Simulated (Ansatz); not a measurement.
**Single-point calculation of ZnS (part 1 of 2)**

The run: single-point calculation of ZnS (slab, 24 atoms in the cell). Method and program: DFT PBE+D3(BJ), scalar-relativistic, plane waves, PAW, no spin polarisation (Ansatz 0.2.0).

The structure derives from an entry of the Crystallography Open Database. It belongs to a series of runs on one base structure; here: the slab at its places in the relaxed adsorbed structure. Figures and captions count atoms from 1; the log counts them from 0 in places.

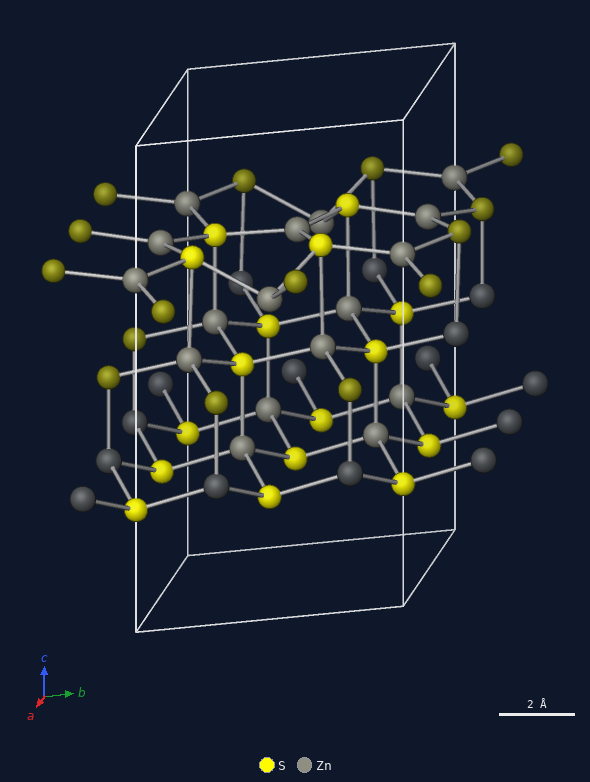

Fig. 1: The structure (ball-and-stick view of the cell of the calculation, with the vacuum cut short, seen slightly off an axis; neighbours outside the cell are drawn fainter). An atom can appear more than once, as a periodic image.

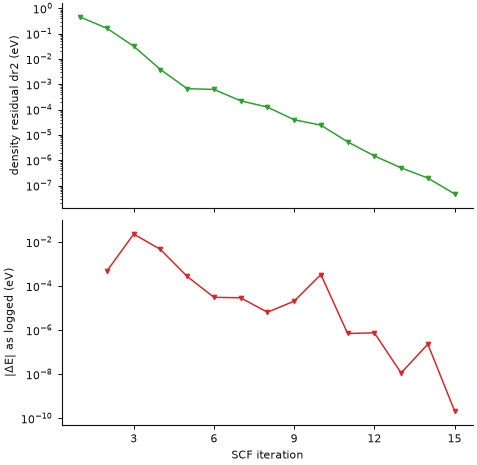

Fig. 2: Convergence of the self-consistent field: density residual dr2 and size of the energy change against the SCF iteration. The residual falls at every step.

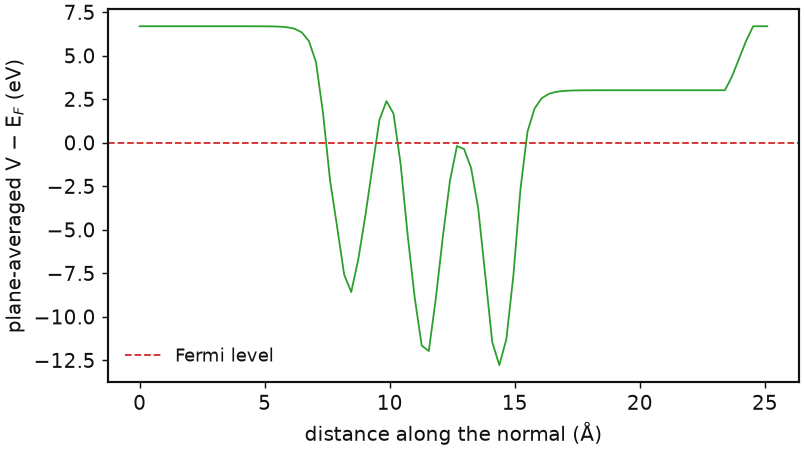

Fig. 3: Plane average of the electrostatic potential energy of an electron across the cell, from the Fermi level. The vacuum level lies 3.02 eV above the Fermi level on the upper side and 6.69 eV on the lower.

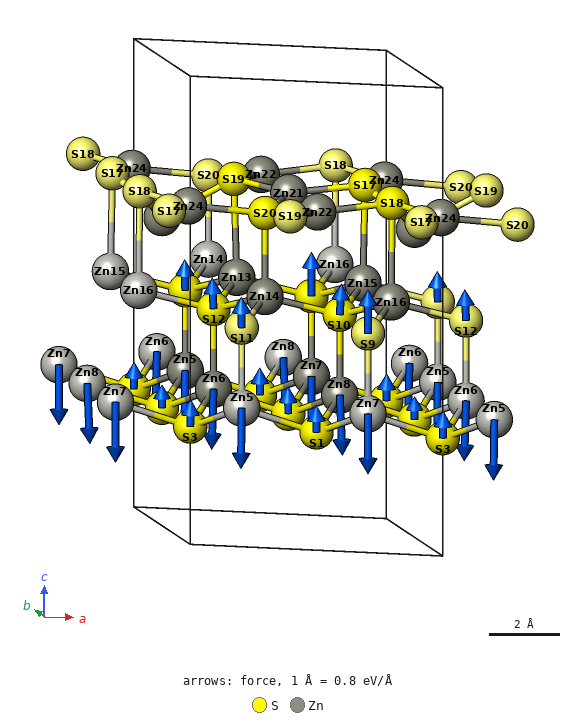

Fig. 4: Forces on the atoms as blue arrows (ball-and-stick view of the cell of the calculation, with the vacuum cut short, seen slightly off an axis; neighbours outside the cell are drawn fainter; atoms are numbered from 1 in the order of the input); the smallest are left out. The largest act on Zn5, Zn6, Zn8 (1.42 eV/Å); Zn7 (1.41 eV/Å); S9 (1.03 eV/Å); S10, S11, S12 (0.73 eV/Å), among others. The geometry is not a stationary point of this energy.

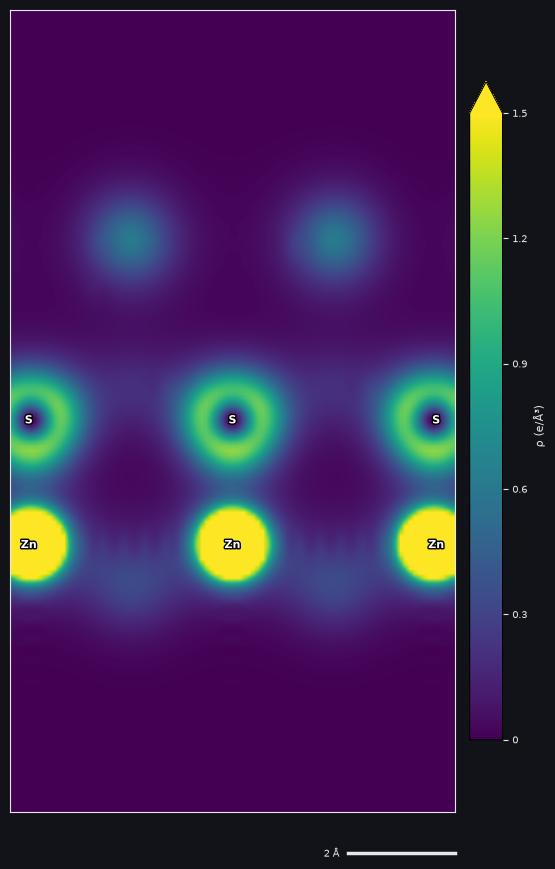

Fig. 5: Valence charge density (pseudo) on the (100) plane of the calculation cell, a cut from vacuum to vacuum. Atoms in the plane: Zn and S. Zn–S (2.33 Å): ρ at the midpoint is about 0.49 e/Å³. The density dies away to nearly zero in the vacuum. The fields are those of the smooth PAW valence density.

These pictures come from the run below.

**Input file**
```yaml
crystal:
  lattice:
    - [7.6016913789, 0.0, 0.0]
    - [-3.8008456894, 6.5832578458, 0.0]
    - [0.0, 0.0, 25.3757993976]
  atoms:
    - { symbol: S, position: [0.5, 0.0, 0.3152610042] }
    - { symbol: S, position: [0.5, 0.5, 0.3152610042] }
    - { symbol: S, position: [0.0, 0.0, 0.3152610042] }
    - { symbol: S, position: [0.0, 0.5, 0.3152610042] }
    - { symbol: Zn, position: [0.1666666667, 0.8333333333, 0.3458351889] }
    - { symbol: Zn, position: [0.1666666667, 0.3333333333, 0.3458351889] }
    - { symbol: Zn, position: [0.6666666667, 0.8333333333, 0.3458351889] }
    - { symbol: Zn, position: [0.6666666667, 0.3333333333, 0.3458351889] }
    - { symbol: S, position: [0.6666666667, 0.8333333333, 0.4375577429] }
    - { symbol: S, position: [0.6666666667, 0.3333333333, 0.4375577429] }
    - { symbol: S, position: [0.1666666667, 0.8333333333, 0.4375577429] }
    - { symbol: S, position: [0.1666666667, 0.3333333333, 0.4375577429] }
    - { symbol: Zn, position: [0.3336481586, 0.6668221172, 0.4616198777] }
    - { symbol: Zn, position: [0.3333333333, 0.1666666667, 0.461116286] }
    - { symbol: Zn, position: [0.8331778828, 0.6668260414, 0.4616198777] }
    - { symbol: Zn, position: [0.8331739586, 0.1663518414, 0.4616198777] }
    - { symbol: S, position: [0.8398809216, 0.6602392585, 0.5741551042] }
    - { symbol: S, position: [0.8397607415, 0.1796416631, 0.5741551042] }
    - { symbol: S, position: [0.3203583369, 0.6601190784, 0.5741551042] }
    - { symbol: S, position: [0.3333333333, 0.1666666667, 0.5565332787] }
    - { symbol: Zn, position: [0.5039522455, 0.5077825908, 0.5673066377] }
    - { symbol: Zn, position: [0.5038303453, -0.0039522455, 0.5673066377] }
    - { symbol: Zn, position: [0.0, 0.5, 0.5326131795] }
    - { symbol: Zn, position: [-0.0077825908, -0.0038303453, 0.5673066377] }
basis:
  ecutwfc: 420
kpoints:
  mp_grid: { grid: [3, 3, 1] }
hamiltonian:
  xc: pbe
  dispersion: d3bj
scf:
  occupations: { method: gaussian, width: 0.05 }
output:
  forces: true
  eigenvalues: true
  write_density: true
  volumetric_format: npy
efield:
  axis: 3
  dipole_correction: true
  ramp_width: 0.04
```

Launched with:
```bash
ansatz run input.yaml --threads 4 --pin off --max-ram 10240MiB --backend cpu --events-out ev --progress --plain --runs-dir out
```

**The program's output**
```
Engine: ansatz 0.2.0, aarch64-unknown-linux-gnu
Pseudopotentials: kind: paw
Pseudopotential: S, paw, valence charge 6, recommended cutoff 420 eV (normal), S.paw.azcp
Pseudopotential: Zn, paw, valence charge 12, recommended cutoff 420 eV (normal), Zn.paw.azcp
Functional definition: PBE
  parameter kappa = 0.804
  parameter beta = 0.06672455060314922
  exchange = pbe_x(kappa = kappa, mu = beta*pi^2/3)
  correlation = pbe_c(beta = beta)
Crystal: 24 atoms, lattice volume = 1269.904 Å³
Basis set: ecut = 420 eV, 24823 PW (Γ), exchange–correlation on 108×108×360 points (8 copies of the dense FFT grid, shifted against one another)
Bands: 132, of which v1, the nominal top of the filled ones, is band 108 counted from 1 (107 counted from 0)
Symmetry: 3 space group operations
Space group: P3 (ITA 143), of the structure as read, at distance tolerance 1.1e-4 Å
k-points: 3 of 9 (time reversal used)
Non-local potential: S, projectors of the file, l = 0: 2, l = 1: 2, l = 2: 2
Non-local potential: Zn, projectors of the file, l = 0: 2, l = 1: 2, l = 2: 3, l = 3: 1
PAW form: soft (Blöchl's): semilocal exchange-correlation on the pseudo side does not see the compensation charge
PAW one-centre angular grid: S, 110 points (default); XC on 64 Gauss nodes
PAW one-centre angular grid: Zn, 590 points (default); XC on 64 Gauss nodes
Initial density: superposition of atomic densities (neutral atoms: chi_scale 0, normalization atom), corrected by the library's trained network
Initial wavefunctions: pseudopotential atomic-orbital guess
Functional: x = pbe(κ = 0.804, μ = 0.2195149727645171), c = pbe(β = 0.06672455060314922)
```
